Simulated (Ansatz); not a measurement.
**BaF$_{2}$: density, localisation and related maps**

```
Ba F
1.0
     5.89496    0.00000    0.00000
     0.00000    5.89496    0.00000
     0.00000    0.00000    5.89496
Ba F
4 8
Direct
  0.50000 0.00000 0.50000
  0.00000 0.00000 0.00000
  0.00000 0.50000 0.50000
  0.50000 0.50000 0.00000
  0.75000 0.25000 0.75000
  0.25000 0.25000 0.25000
  0.25000 0.75000 0.75000
  0.75000 0.75000 0.25000
  0.25000 0.25000 0.75000
  0.75000 0.25000 0.25000
  0.75000 0.75000 0.75000
  0.25000 0.75000 0.25000
```

Space group Fm-3m; computed pressure about 10 GPa in this cell.

All numbers below come from DFT, PBEsol, PAW with Ansatz's default frozen-core files, scalar-relativistic; relaxation of cell and atoms in Ansatz 0.2.0.

The density is the valence pseudo-density of a PAW calculation; it isn't the true density close to the nuclei.

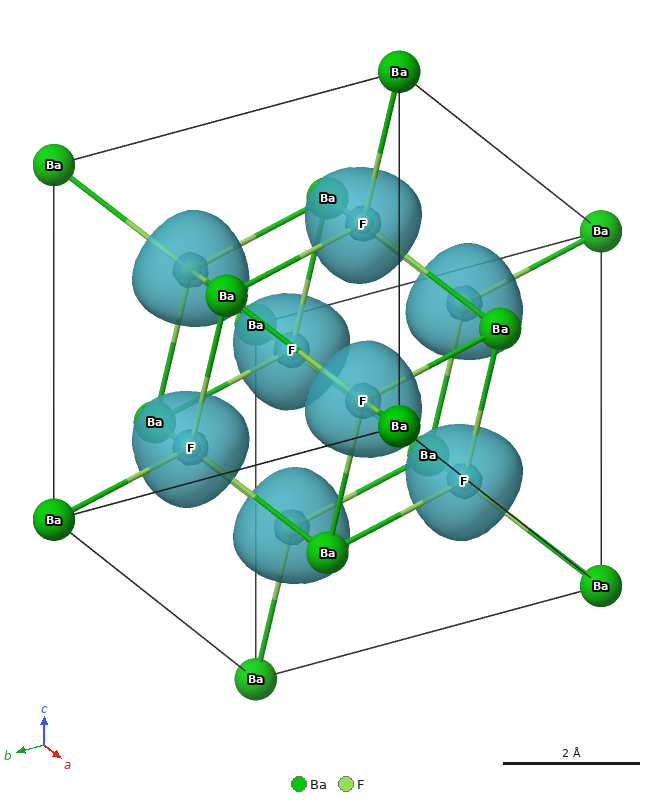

Figure 1. Isosurface of the ELF at 0.65 (cyan), seen at an oblique angle. Only the valence region is drawn (cores and ρ < 0.01 e/Å³ removed). Sticks mark near contacts.

> Describe the localisation domains.

The surface consists of eight regions wrapped around F (the valence shell of each), counted in one cell of 12 atoms. Any copies at cell faces, edges or corners count once. Along the contacts the grid gives the following. Ba–F (2.55 Å): the ELF is about 0.20 at the midpoint and 0.10 at its lowest between the atoms: a closed-shell, largely ionic contact.

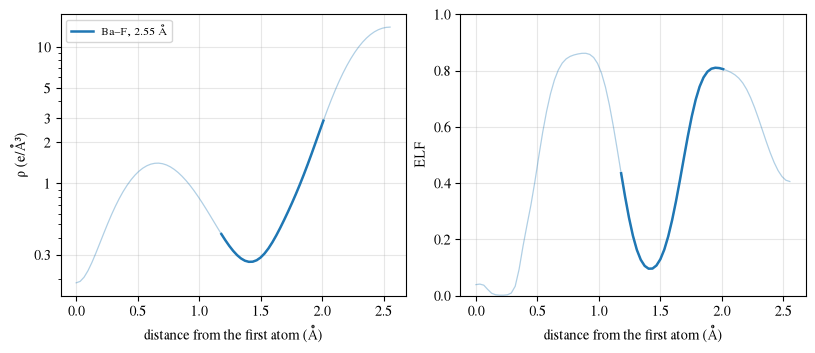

Figure 2. Valence charge density (pseudo) and ELF along straight lines between neighbouring atoms. Thin, pale parts lie inside the atomic spheres.

> What kind of bonding do the profiles show?

Ba–F (2.55 Å): ρ at the midpoint is about 0.32 e/Å³, with its minimum of 0.27 e/Å³ about 1.4 Å from Ba; the ELF is about 0.20 at the midpoint and 0.10 at its lowest between the atoms (a largely ionic contact).

> Does the calculation make it a metal, or give it a gap?

It is gapped, with a Kohn–Sham gap of 7.4 eV on the k-point mesh, an upper bound to the gap of this method.
